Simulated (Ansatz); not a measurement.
Os

The calculation's input:

```
crystal:
  lattice:
    - [2.724970639, 0.0, 0.0]
    - [-1.3624853195, 2.3598937979, 0.0]
    - [0.0, 0.0, 4.3069236379]
  atoms:
    - { symbol: Os, position: [0.3333333333, 0.6666666667, 0.25] }
    - { symbol: Os, position: [0.6666666667, 0.3333333333, 0.75] }
basis:
  ecutwfc: 420
kpoints:
  mp_grid: { grid: [18, 18, 10] }
hamiltonian:
  xc: pbe
scf:
  occupations: { method: gaussian, width: 0.1 }
output:
  forces: true
  stress: true
  eigenvalues: true
  write_density: true
  write_potential: true
  elf: true
  volumetric_format: npy
relax:
  adjacent_minimum: "off"
  f_tol: 0.01
  max_steps: 30
  cell: { stress_tol: 0.1, fix: [volume] }
```

Launched as:

```sh
ansatz run input.yaml --threads 1 --pin off --max-ram 2560MiB --backend cpu --events-out ev --progress --plain --runs-dir out
```

Below, planes, directions and counts refer to the conventional cell (a = 2.72 Å, b = 2.72 Å, c = 4.31 Å, α = 90.00°, β = 90.00°, γ = 120.00°).

The fields are those of the run's last geometry, not of the input's.

Space group P6₃/mmc; changed on purpose from its base cell (volume × 0.97, shape and atoms relaxed); computed pressure about 13 GPa in this cell; computed without spin polarisation.

The calculation used Ansatz 0.2.0, DFT PBE, scalar-relativistic, plane waves, PAW.

Question: Predict the valence pseudo-density and electron localisation function between the atoms.

Answer: Os–Os (2.67 Å): the density is about 0.51 e/Å³ at the midpoint; the ELF is about 0.40 at the midpoint.

Question: Does the calculation give a band gap?

Answer: It is metallic or semimetallic at this level of theory: no gap opens.

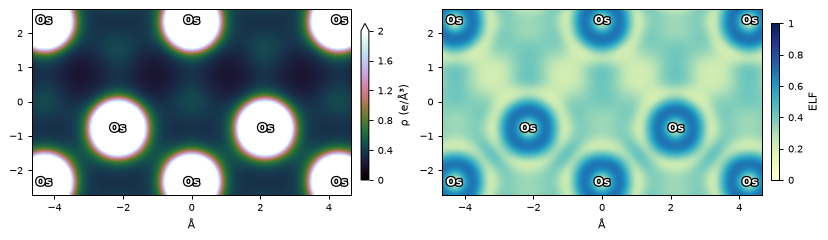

Computed valence pseudo-density and electron localisation function on the (110) plane of the conventional cell, in this order. 

In a PAW calculation such maps are meaningful between the atoms, not at the nuclei.
